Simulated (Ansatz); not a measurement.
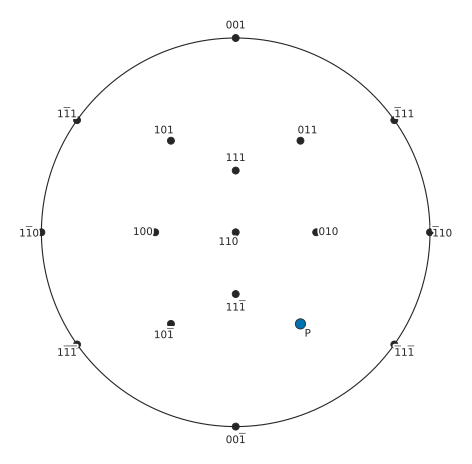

Stereographic projection of plane normals (upper hemisphere) centred on (1 1 0). Crystal: NaBr, the input geometry of an electronic-structure calculation (not necessarily at equilibrium). All values are computed from the atomic coordinates in the standard setting (tolerance 0.002 Å).

a = 5.923 Å, b = 5.923 Å, c = 5.923 Å, α = 90.00°, β = 90.00°, γ = 90.00°.

**Index the pole marked P.**

P is (0 1 −1), 60.0° from the centre.

**What is the angle between the normals of (1 0 1) and (−1 1 0), and what are their d_hkl = 1/|g|?**

120.0°; d = 4.188 Å and 4.188 Å.
